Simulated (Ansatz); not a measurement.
System: WS$_{2}$.

The calculation's input:

```
crystal:
  lattice:
    - [3.1879104319, 0.0, 0.0399231729]
    - [0.0, 12.0681450008, 0.0]
    - [-0.0780677258, 0.0, 5.6726626343]
  atoms:
    - { symbol: W, position: [0.989851621, 0.5291521129, 0.692171018] }
    - { symbol: W, position: [0.010148379, 0.0291521129, 0.307828982] }
    - { symbol: W, position: [0.5113958997, 0.0401078464, 0.9071103428] }
    - { symbol: W, position: [0.4886041003, 0.5401078464, 0.0928896572] }
    - { symbol: S, position: [0.9887148308, 0.6776242685, 0.9777334121] }
    - { symbol: S, position: [0.0112851692, 0.1776242685, 0.0222665879] }
    - { symbol: S, position: [0.5121997791, 0.1454652221, 0.5263316903] }
    - { symbol: S, position: [0.4878002209, 0.6454652221, 0.4736683097] }
    - { symbol: S, position: [0.5101394997, 0.8915331034, 0.1952474814] }
    - { symbol: S, position: [0.4898605003, 0.3915331034, 0.8047525186] }
    - { symbol: S, position: [0.9893496224, 0.4241174467, 0.3126342831] }
    - { symbol: S, position: [0.0106503776, 0.9241174467, 0.6873657169] }
basis:
  ecutwfc: 420
kpoints:
  mp_grid: { grid: [12, 4, 6] }
hamiltonian:
  xc: pbe
  dispersion: d3bj
scf:
  occupations: { method: gaussian, width: 0.1 }
output:
  forces: true
  stress: true
  eigenvalues: true
  write_density: true
  write_potential: true
  elf: true
  volumetric_format: npy
relax:
  adjacent_minimum: "off"
  f_tol: 0.005
  max_steps: 80
  cell: { stress_tol: 0.05 }
```

Run with:

```sh
ansatz run input.yaml --threads 8 --pin off --max-ram 22528MiB --backend cpu --events-out ev --progress --plain --runs-dir out
```

Below, planes, directions and counts refer to the conventional cell (a = 3.19 Å, b = 5.68 Å, c = 11.91 Å, α = 90.00°, β = 90.00°, γ = 90.00°).

The fields are those of the relaxed geometry.

Space group Pmc2₁.

Level of theory: Ansatz, DFT PBE+D3(BJ), scalar-relativistic, plane waves, PAW.

> Predict the valence pseudo-density and electron localisation function between the atoms.

W–S (2.41 Å): ρ at the midpoint is about 0.59 e/Å³; the ELF peaks at about 0.80 in the valence shell of S, 0.8 Å from its nucleus, and is about 0.35 at the midpoint.
W–S (2.50 Å): ρ is about 0.53 e/Å³ halfway; the ELF peaks at about 0.90 in the valence shell of S, 0.8 Å from its nucleus, and is about 0.50 at the midpoint.

> Metal or insulator at this level of theory?

It is gapless in this calculation (a metal or semimetal); semilocal functionals without U, or without the true magnetic order, often close the gap of such compounds.

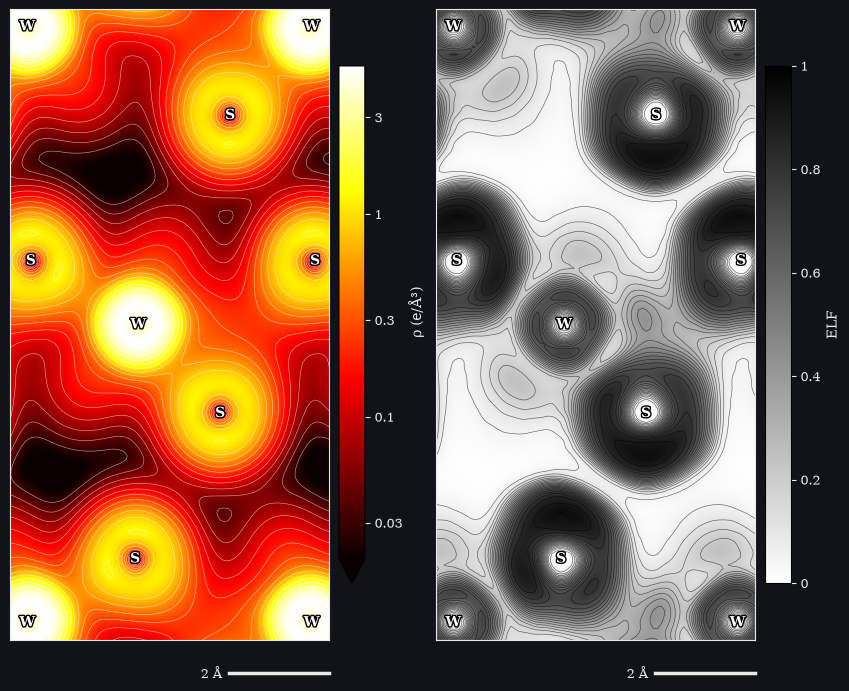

Computed valence pseudo-density and electron localisation function on the (100) plane of the conventional cell, in this order. 

Core electrons are frozen (PAW), and the valence fields are smoothed inside the atomic spheres.
